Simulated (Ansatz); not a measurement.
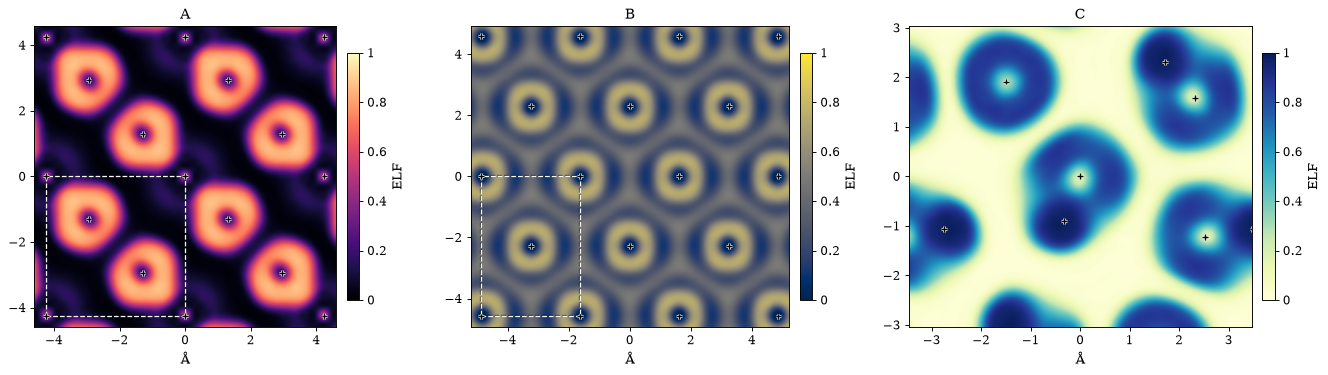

The ELF of 3 systems, each on a plane through atoms (crosses mark nuclei in the plane).

These are results of DFT, PAW plane waves, r2SCAN (Ansatz), not measurements.

System 1: SiO$_{2}$, the (001) plane of the conventional cell. Space group P4₂/mnm; computed pressure about −13 GPa in this cell.

System 2: W, the (11̄0) plane of the conventional cell. Space group Im-3m; computed pressure about −19 GPa in this cell.

System 3: YH$_{3}$O$_{3}$, the (001) plane of the conventional cell. Space group P6₃/m; a generated structure, not necessarily the stable one; not relaxed (largest force 0.3 eV/Å).

```yaml
crystal:
  lattice:
    - [6.22225, 0.00000, 0.00000]
    - [-3.11112, 5.38862, 0.00000]
    - [0.00000, 0.00000, 3.52206]
  atoms:
    - { symbol: O, position: [0.39580, 0.31160, 0.25000] }
    - { symbol: O, position: [0.08420, 0.39580, 0.75000] }
    - { symbol: O, position: [0.68840, 0.08420, 0.25000] }
    - { symbol: O, position: [0.60420, 0.68840, 0.75000] }
    - { symbol: O, position: [0.91580, 0.60420, 0.25000] }
    - { symbol: O, position: [0.31160, 0.91580, 0.75000] }
    - { symbol: H, position: [0.25846, 0.14366, 0.25000] }
    - { symbol: H, position: [0.11480, 0.25846, 0.75000] }
    - { symbol: H, position: [0.85634, 0.11480, 0.25000] }
    - { symbol: H, position: [0.74154, 0.85634, 0.75000] }
    - { symbol: H, position: [0.88520, 0.74154, 0.25000] }
    - { symbol: H, position: [0.14366, 0.88520, 0.75000] }
    - { symbol: Y, position: [0.33333, 0.66667, 0.25000] }
    - { symbol: Y, position: [0.66667, 0.33333, 0.75000] }
```

**Which map belongs to which system?**

Panel A is system 1, SiO$_{2}$: the plane holds Si and O. Si–O (1.84 Å): the ELF peaks at about 0.85 between the atoms. Panel B is system 2, W: the plane holds W. W–W (2.81 Å): the ELF is about 0.40 at the midpoint. Panel C is system 3, YH$_{3}$O$_{3}$: the plane holds O, H and Y. O–H (0.96 Å): the ELF climbs to about 0.95 towards the hydrogen, as it does in any bond to H (a covalent bond by its length).
